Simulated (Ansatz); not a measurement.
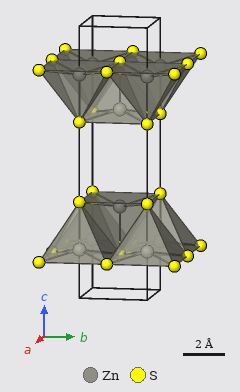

A crystal of ZnS (built on the HgF-139 type type), before the relaxation. Style: polyhedral. Shown: the conventional cell (2 times the calculation's cell), slightly off an axis. Lengths and directions refer to the drawn axes.

Computed with Ansatz, DFT, r2SCAN+rVV10, plane waves, PAW.

Input file:
```yaml
crystal:
  lattice:
    - [-1.7237692059, 1.7237692059, 6.8785940831]
    - [1.7237692059, -1.7237692059, 6.8785940831]
    - [1.7237692059, 1.7237692059, -6.8785940831]
  atoms:
    - { symbol: Zn, position: [0.8216708933, 0.8216708933, 0.0] }
    - { symbol: Zn, position: [0.1783291067, 0.1783291067, 0.0] }
    - { symbol: S, position: [0.6468959956, 0.6468959956, 0.0] }
    - { symbol: S, position: [0.3531040044, 0.3531040044, 0.0] }
kpoints:
  mp_grid: { grid: [10, 10, 10] }
hamiltonian:
  xc: r2scan
  dispersion: rvv10
scf:
  occupations: { method: fermi_dirac, width: 0.03 }
relax:
  f_tol: 0.01
  cell: {}
  max_steps: 120
```

Run as
```bash
ansatz run input.yaml --threads 2 --pin off --max-ram 2211MiB --backend cpu --events-out ev --progress --plain --runs-dir out
```

Q: What does the optimiser find from here?

A: The largest moves relative to the cell, 0.081 Å, are those of Zn1 and Zn2. Zn1 goes along +c. By element the largest moves are Zn 0.081 Å, S 0.071 Å. The volume changes by −4.8 %, with a = b 3.448 → 3.465 Å (+0.5 %), c 13.757 → 12.956 Å (−5.8 %). Some distances before and after: Zn1–S3 2.404 → 2.417 Å, Zn1–S4 2.476 → 2.483 Å. The space group stays I4/mmm (No. 139). Over 5 accepted moves (6 points after the start) the energy falls by 5.8 meV per atom. Largest force component: 0.12 eV/Å at the start, 0.00016 eV/Å at the end. Pressure: 0.71 GPa at the start and −0.01 GPa at the end. The SCF was repeated once at an unchanged geometry on a basis and grid sized afresh for the cell, which shifted the energy by 0.2 meV per atom at most. Cost: 4.1 min on 2 threads of AMD EPYC 7571 (shared host), peak memory 0.83 GiB.

Step by step:

| step | E − E(0), meV/atom | largest force component, eV/Å | pressure, GPa | volume, Å³/atom | note |
| --- | --- | --- | --- | --- | --- |
| 0 | 0.00 | 0.1213 | 0.71 | 20.439 |  |
| 1 | -3.95 | 0.0530 | -0.01 | 20.077 |  |
| 2 | -5.30 | 0.0484 | -0.08 | 19.166 |  |
| 3 | -5.82 | 0.0151 | -0.07 | 19.579 |  |
| 4 | -5.91 | 0.0061 | 0.07 | 19.436 |  |
| 5 | -5.92 | 0.0001 | 0.00 | 19.449 |  |
| 6 | -5.77 | 0.0002 | -0.01 | 19.449 | same geometry, new basis |

The structure at the end:

```
CELL_PARAMETERS angstrom
-1.73273 1.73273 6.47809
1.73273 -1.73273 6.47809
1.73273 1.73273 -6.47809
ATOMIC_POSITIONS crystal
Zn 0.82791 0.82791 0.00000
Zn 0.17209 0.17209 0.00000
S 0.64138 0.64138 0.00000
S 0.35862 0.35862 0.00000
```

After the run, drawn alike:

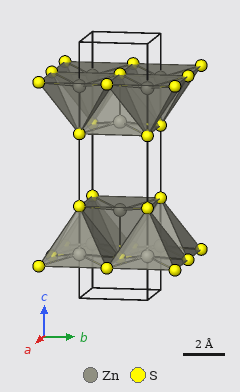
